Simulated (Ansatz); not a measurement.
# TaC35 (charge +1): field-gradient calculation (part 1 of 2)

TaC35 (defect cell, 36 atoms in the cell, total charge +1), computed with DFT, PBE, plane waves, PAW, no spin polarisation (Ansatz 0.2.0).

The structure derives from an entry of the Crystallography Open Database. Figures and captions count atoms from 1; the log counts them from 0 in places.

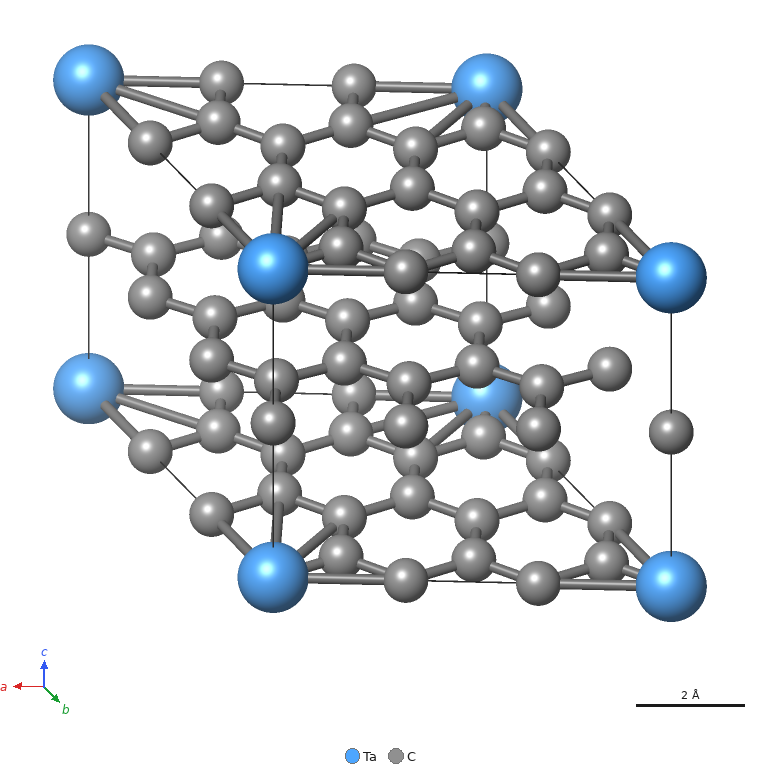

**Figure 1.** The structure as given in the input (ball-and-stick view of the cell of the calculation, seen at an oblique angle).

**Key numbers**

```tsv
quantity	value
outcome	converged
electrons treated	152
free energy	−18687.3775 eV
Fermi energy	7.620 eV
pressure	37.44 GPa
field gradient V_zz (10²¹ V/m²)	Ta −20.36, C 4.15, C 4.15, C 4.15, C 4.15, C 3.91, C 4.15, C 2.99 (the first 8 of 36 sites)
largest force (length of the vector)	41.147 eV/Å
hardware	1 thread of Intel Xeon (Granite Rapids), 192 GiB of memory available, shared host
wall time	36 s
peak memory	0.7 GiB
```

**Remarks**

Settings chosen away from the usual ones: scf.occupations.width = null, scf.occupations.method = "tetrahedron". The program warns: the field gradients leave out spin–orbit coupling; forces and stress from tetrahedron occupations may miss the slope of the energy. Spin–orbit coupling is left out, which matters for Ta.

**Input**
```yaml
crystal:
  lattice:
    - [7.41, 0.0, 0.0]
    - [-3.705, 6.4172482419, 0.0]
    - [0.0, 0.0, 6.79]
  atoms:
    - { symbol: Ta, position: [0.0, 0.0, 0.0] }
    - { symbol: C, position: [0.0, 0.3333333333, 0.0] }
    - { symbol: C, position: [0.0, 0.6666666667, 0.0] }
    - { symbol: C, position: [0.3333333333, 0.0, 0.0] }
    - { symbol: C, position: [0.3333333333, 0.3333333333, 0.0] }
    - { symbol: C, position: [0.3333333333, 0.6666666667, 0.0] }
    - { symbol: C, position: [0.6666666667, 0.0, 0.0] }
    - { symbol: C, position: [0.6666666667, 0.3333333333, 0.0] }
    - { symbol: C, position: [0.6666666667, 0.6666666667, 0.0] }
    - { symbol: C, position: [0.0, 0.0, 0.5] }
    - { symbol: C, position: [0.0, 0.3333333333, 0.5] }
    - { symbol: C, position: [0.0, 0.6666666667, 0.5] }
    - { symbol: C, position: [0.3333333333, 0.0, 0.5] }
    - { symbol: C, position: [0.3333333333, 0.3333333333, 0.5] }
    - { symbol: C, position: [0.3333333333, 0.6666666667, 0.5] }
    - { symbol: C, position: [0.6666666667, 0.0, 0.5] }
    - { symbol: C, position: [0.6666666667, 0.3333333333, 0.5] }
    - { symbol: C, position: [0.6666666667, 0.6666666667, 0.5] }
    - { symbol: C, position: [0.1111111111, 0.2222222222, 0.005] }
    - { symbol: C, position: [0.1111111111, 0.5555555556, 0.005] }
    - { symbol: C, position: [0.1111111111, 0.8888888889, 0.005] }
    - { symbol: C, position: [0.4444444444, 0.2222222222, 0.005] }
    - { symbol: C, position: [0.4444444444, 0.5555555556, 0.005] }
    - { symbol: C, position: [0.4444444444, 0.8888888889, 0.005] }
    - { symbol: C, position: [0.7777777778, 0.2222222222, 0.005] }
    - { symbol: C, position: [0.7777777778, 0.5555555556, 0.005] }
    - { symbol: C, position: [0.7777777778, 0.8888888889, 0.005] }
    - { symbol: C, position: [0.2222222222, 0.1111111111, 0.505] }
    - { symbol: C, position: [0.2222222222, 0.4444444444, 0.505] }
    - { symbol: C, position: [0.2222222222, 0.7777777778, 0.505] }
    - { symbol: C, position: [0.5555555556, 0.1111111111, 0.505] }
    - { symbol: C, position: [0.5555555556, 0.4444444444, 0.505] }
    - { symbol: C, position: [0.5555555556, 0.7777777778, 0.505] }
    - { symbol: C, position: [0.8888888889, 0.1111111111, 0.505] }
    - { symbol: C, position: [0.8888888889, 0.4444444444, 0.505] }
    - { symbol: C, position: [0.8888888889, 0.7777777778, 0.505] }
total_charge: 1
kpoints:
  mp_grid: { grid: [3, 3, 3] }
scf:
  occupations: { method: tetrahedron }
hamiltonian:
  xc: pbe
  pseudopotentials: { kind: paw }
output:
  forces: true
  stress: true
  populations: true
  efg: { quadrupole_moments_barn: { Ta: 3.17 }, contact_densities: true }
```

Run as:
```bash
ansatz run input.yaml --threads 1 --pin off --max-ram 2560MiB --backend cpu --events-out ev --progress --plain --runs-dir out
```

**The program's output**
```
Warning: output.forces, output.stress, relax.cell or npt_langevin: where a Kohn–Sham band that disperses or a degenerate level is filled in part under the method tetrahedron, the forces or the stress that this run publishes need not agree with its energy (scf.occupations.method in the input reference, under Limitations); prefer a smearing scheme for the forces or the stress
band count auto-derived: 114 (N_el = 152.0; filled up to band 76; 112 by the electrons, moments and atoms)
Ta: output.efg is read without spin–orbit coupling, which moves field gradients at and beside such atoms by some per cent and up to a factor of two; PAW files take it under magnetization.noncollinear and magnetization.spin_orbit
Engine: ansatz 0.2.0, x86_64-unknown-linux-gnu
Pseudopotentials: kind: paw
Pseudopotential: Ta, paw, valence charge 13, recommended cutoff 420 eV (normal), Ta.paw.azcp
Pseudopotential: C, paw, valence charge 4, recommended cutoff 420 eV (normal), C.paw.azcp
Functional definition: PBE
  parameter kappa = 0.804
  parameter beta = 0.06672455060314922
  exchange = pbe_x(kappa = kappa, mu = beta*pi^2/3)
  correlation = pbe_c(beta = beta)
Crystal: 36 atoms, lattice volume = 322.877 Å³
Basis set: ecut = 420 eV, 6299 PW (Γ), exchange–correlation on 100×100×96 points (8 copies of the dense FFT grid, shifted against one another)
Bands: 114, of which v1, the nominal top of the filled ones, is band 76 counted from 1 (75 counted from 0)
Symmetry: 6 space group operations
Space group: P3m1 (ITA 156), of the structure as read, at distance tolerance 6.9e-5 Å
k-points: 7 of 27 (time reversal used)
Non-local potential: Ta, projectors of the file, l = 0: 3, l = 1: 2, l = 2: 2, l = 3: 1
Non-local potential: C, projectors of the file, l = 0: 2, l = 1: 2, l = 2: 1
PAW form: soft (Blöchl's): semilocal exchange-correlation on the pseudo side does not see the compensation charge
PAW one-centre angular grid: Ta, 590 points (default); XC on 64 Gauss nodes
PAW one-centre angular grid: C, 110 points (default); XC on 64 Gauss nodes
Initial density: superposition of atomic densities (neutral atoms scaled as one to the charged cell's electrons: chi_scale 0, normalization atom), corrected by the library's trained network
Initial wavefunctions: pseudopotential atomic-orbital guess
Functional: x = pbe(κ = 0.804, μ = 0.2195149727645171), c = pbe(β = 0.06672455060314922)
SCF iter   1: F=—  HF=-18688.066185 eV  |F-HF|=—  |Δ(HF+E_count)|=         —  Δρ=2.26e-2  dr2=2.16e0  ethr=1.77e-3  ⟨swp⟩=6.1  Hψ=3606  notcnv=0  defer=169
preconditioner: auto → Kerker (q_TF=auto, 2.406 Å⁻¹)  [metal: no gap  n_scr=70 (ndim 8)  ℏωp=24.8 eV  f_vac=0.010]
SCF iter   2: F=—  HF=-18687.610923 eV  |F-HF|=—  |Δ(HF+E_count)|=   4.55e-1  Δρ=1.22e-2  dr2=7.61e-1  ethr=1.42e-3  ⟨swp⟩=2.1  Hψ=1025  notcnv=0  defer=185
SCF iter   3: F=—  HF=-18687.395148 eV  |F-HF|=—  |Δ(HF+E_count)|=   2.16e-1  Δρ=4.22e-3  dr2=1.19e-1  ethr=5.01e-4  ⟨swp⟩=3.0  Hψ=1191  notcnv=0  defer=205
SCF iter   4: F=—  HF=-18687.382527 eV  |F-HF|=—  |Δ(HF+E_count)|=   1.26e-2  Δρ=2.86e-3  dr2=4.08e-2  ethr=7.85e-5  ⟨swp⟩=2.7  Hψ=1409  notcnv=0  defer=206
SCF iter   5: F=—  HF=-18687.378084 eV  |F-HF|=—  |Δ(HF+E_count)|=   4.44e-3  Δρ=1.36e-3  dr2=1.10e-2  ethr=2.68e-5  ⟨swp⟩=2.0  Hψ=1083  notcnv=0  defer=206
SCF iter   6: F=—  HF=-18687.377444 eV  |F-HF|=—  |Δ(HF+E_count)|=   6.40e-4  Δρ=4.81e-4  dr2=2.43e-3  ethr=7.24e-6  ⟨swp⟩=2.0  Hψ=1094  notcnv=0  defer=206
SCF iter   7: F=—  HF=-18687.377428 eV  |F-HF|=—  |Δ(HF+E_count)|=   1.60e-5  Δρ=7.93e-4  dr2=2.04e-3  ethr=1.60e-6  ⟨swp⟩=2.0  Hψ=1053  notcnv=0  defer=206
SCF iter   8: F=—  HF=-18687.377656 eV  |F-HF|=—  |Δ(HF+E_count)|=   2.28e-4  Δρ=5.49e-4  dr2=1.06e-3  ethr=1.34e-6  ⟨swp⟩=2.0  Hψ=1089  notcnv=0  defer=206
SCF iter   9: F=—  HF=-18687.377566 eV  |F-HF|=—  |Δ(HF+E_count)|=   9.02e-5  Δρ=4.28e-4  dr2=6.01e-4  ethr=6.94e-7  ⟨swp⟩=2.0  Hψ=616  notcnv=0  defer=206
SCF iter  10: F=—  HF=-18687.377475 eV  |F-HF|=—  |Δ(HF+E_count)|=   9.10e-5  Δρ=2.48e-4  dr2=2.07e-4  ethr=3.96e-7  ⟨swp⟩=2.0  Hψ=698  notcnv=0  defer=206
SCF iter  11: F=—  HF=-18687.377398 eV  |F-HF|=—  |Δ(HF+E_count)|=   7.73e-5  Δρ=9.34e-5  dr2=2.97e-5  ethr=1.36e-7  ⟨swp⟩=2.0  Hψ=1029  notcnv=0  defer=206
SCF iter  12: F=—  HF=-18687.377520 eV  |F-HF|=—  |Δ(HF+E_count)|=   1.22e-4  Δρ=2.58e-5  dr2=2.81e-6  ethr=1.95e-8  ⟨swp⟩=2.0  Hψ=1144  notcnv=0  defer=206
SCF iter  13: F=—  HF=-18687.377525 eV  |F-HF|=—  |Δ(HF+E_count)|=   5.50e-6  Δρ=7.35e-4  dr2=1.59e-3  ethr=1.85e-9  ⟨swp⟩=2.7  Hψ=1184  notcnv=0  defer=206
SCF iter  14: F=—  HF=-18687.377523 eV  |F-HF|=—  |Δ(HF+E_count)|=   1.73e-6  Δρ=7.53e-5  dr2=1.69e-5  ethr=1.85e-9  ⟨swp⟩=3.0  Hψ=1221  notcnv=0  defer=206
SCF iter  15: F=—  HF=-18687.377525 eV  |F-HF|=—  |Δ(HF+E_count)|=   2.09e-6  Δρ=9.26e-5  dr2=2.52e-5  ethr=1.85e-9  ⟨swp⟩=2.0  Hψ=1004  notcnv=0  defer=206
SCF iter  16: F=—  HF=-18687.377524 eV  |F-HF|=—  |Δ(HF+E_count)|=   1.79e-6  Δρ=7.88e-5  dr2=1.81e-5  ethr=1.85e-9  ⟨swp⟩=2.0  Hψ=867  notcnv=0  defer=206
SCF iter  17: F=—  HF=-18687.377521 eV  |F-HF|=—  |Δ(HF+E_count)|=   2.65e-6  Δρ=5.10e-5  dr2=7.72e-6  ethr=1.85e-9  ⟨swp⟩=2.0  Hψ=1113  notcnv=0  defer=206
SCF iter  18: F=—  HF=-18687.377521 eV  |F-HF|=—  |Δ(HF+E_count)|=   3.22e-7  Δρ=5.51e-5  dr2=8.98e-6  ethr=1.85e-9  ⟨swp⟩=1.0  Hψ=592  notcnv=0  defer=206
SCF iter  19: F=—  HF=-18687.377521 eV  |F-HF|=—  |Δ(HF+E_count)|=   5.58e-7  Δρ=4.76e-5  dr2=6.67e-6  ethr=1.85e-9  ⟨swp⟩=1.0  Hψ=592  notcnv=0  defer=206
SCF iter  20: F=—  HF=-18687.377520 eV  |F-HF|=—  |Δ(HF+E_count)|=   1.08e-6  Δρ=2.86e-5  dr2=2.46e-6  ethr=1.85e-9  ⟨swp⟩=2.0  Hψ=981  notcnv=0  defer=206
SCF iter  21: F=—  HF=-18687.377519 eV  |F-HF|=—  |Δ(HF+E_count)|=   3.81e-7  Δρ=1.75e-5  dr2=9.26e-7  ethr=1.62e-9  ⟨swp⟩=2.0  Hψ=639  notcnv=0  defer=206
SCF iter  22: F=—  HF=-18687.377511 eV  |F-HF|=—  |Δ(HF+E_count)|=   8.00e-6  Δρ=7.22e-4  dr2=1.54e-3  ethr=6.09e-10  ⟨swp⟩=2.0  Hψ=1148  notcnv=0  defer=206  recentre
SCF iter  23: F=—  HF=-18687.377519 eV  |F-HF|=—  |Δ(HF+E_count)|=   7.82e-6  Δρ=8.21e-6  dr2=2.13e-7  ethr=6.09e-10  ⟨swp⟩=2.0  Hψ=853  notcnv=0  defer=206
SCF iter  24: F=—  HF=-18687.377519 eV  |F-HF|=—  |Δ(HF+E_count)|=   8.59e-9  Δρ=8.88e-6  dr2=2.43e-7  ethr=1.40e-10  ⟨swp⟩=1.0  Hψ=592  notcnv=0  defer=206
SCF iter  25: F=-18687.377519 eV  HF=-18687.377519 eV  |F-HF|=5.74e-8  |Δ(HF+E_count)|=   3.94e-8  Δρ=5.17e-6  dr2=8.47e-8  ethr=6.58e-11  ⟨swp⟩=14.1  Hψ=5105  notcnv=0
SCF 1 converged in 25 iterations: F = -18687.377519 eV  dr2 = 8.47e-8
  greatest PAW one-centre occupation: 1.000 electrons in one spin orbital (limit 2), on the Ta atom at site 0 (counted from 0), in its partial waves of l = 1
SCF converged after 25 iterations
Stability not checked: this state was not tested for a lower state beside it, because cold or Methfessel-Paxton smearing, or corrected tetrahedra, fill the levels in a way that the test cannot read (fill_not_monotonic; see scf.lower_state_search)
Free energy (F): -18687.377519 eV
Harris-Foulkes:  -18687.377519 eV  (|F-HF|=5.74e-8)
Internal energy: -18687.377519 eV  (E = F + TS)
E sigma→0 (E₀):  -18687.377519 eV
Fermi energy:    7.620281 eV
--- Per-component energies (eV) ---
  E_band       = -440.293295
  E_kinetic    = 3609.846988
  E_local      = -6946.779232  (includes V_loc(G=0)·N_el)
  E_nonlocal   = 1007.028344
  E_hartree    = 2275.549544
  E_xc         = -1904.587598
  E_vxc        = -2291.549662  (∫ρ·V_xc dr)
  E_paw        = -11889.950362  (= ΣΔE_a)
  E_vpaw       = -369.938276  (= ΣTr[D̂ρ^β])
  E_aug_tail   = 0.000416  (compensation charges beyond the density's cutoff)
  E_ewald      = -4838.485620
  E_smearing   = -0.000000  (= −TS)
  E_closure    = -0.000000  (closes the sum)
  E_deformation_potential = 14.785245  (in the stress; not in F)
  Σ components = -18687.377519   (vs F -18687.377519, Δ=0.00e0)
--- Forces (eV/Å), atoms counted from 1 ---
  atom   1  Ta     0.00000000     0.00000000    -4.40180365
  atom   2  C     -1.14689965     1.68603566     0.57744391
  atom   3  C      0.88669988    -1.83626206     0.57744391
  atom   4  C      2.03359953     0.15022641     0.57744391
  atom   5  C      1.14689965     1.68603566     0.57744391
  atom   6  C      0.00000000    -0.00000000     0.59665405
  atom   7  C     -2.03359953     0.15022641     0.57744391
  atom   8  C      0.00000000    -0.00000000     0.52834600
  atom   9  C     -0.88669988    -1.83626206     0.57744391
  atom  10  C      0.00000000     0.00000000     0.53734548
  atom  11  C     -0.02909294     0.02928410     0.57333019
  atom  12  C      0.01081431    -0.03983728     0.57333019
  atom  13  C      0.03990725     0.01055318     0.57333019
  atom  14  C      0.02909294     0.02928410     0.57333019
  atom  15  C      0.00000000     0.00000000     0.56957631
  atom  16  C     -0.03990725     0.01055318     0.57333019
  atom  17  C      0.00000000     0.00000000     0.56594649
  atom  18  C     -0.01081431    -0.03983728     0.57333019
  atom  19  C      0.00000000    41.12837241     1.22576741
  atom  20  C     -0.52817205    -0.30494028    -0.75817667
  atom  21  C     35.61821532   -20.56418620     1.22576741
  atom  22  C      0.58711384     0.33897034    -0.55532722
  atom  23  C      0.52817205    -0.30494028    -0.75817667
  atom  24  C      0.00000000     0.60988055    -0.75817667
  atom  25  C     -0.58711384     0.33897034    -0.55532722
  atom  26  C      0.00000000    -0.67794067    -0.55532722
  atom  27  C    -35.61821532   -20.56418620     1.22576741
  atom  28  C      0.32382004     0.18695759    -0.53079533
  atom  29  C      0.00000000     0.05957109    -0.57835162
  atom  30  C      0.05159008    -0.02978555    -0.57835162
  atom  31  C      0.00000000     0.12365562    -0.57002642
  atom  32  C      0.10708891    -0.06182781    -0.57002642
  atom  33  C     -0.05159008    -0.02978555    -0.57835162
  atom  34  C     -0.32382004     0.18695759    -0.53079533
  atom  35  C     -0.10708891    -0.06182781    -0.57002642
  atom  36  C      0.00000000    -0.37391517    -0.53079533
  max |Σ_I F_I| component: 2.03e-5 eV/Å
--- Stress (GPa, compression-positive) ---
       54.811845       0.000000       0.000000
        0.000000      54.811845      -0.000000
        0.000000      -0.000000       2.707268
  P = ⅓ Tr σ = 37.4437 GPa (374.437 kbar)
```
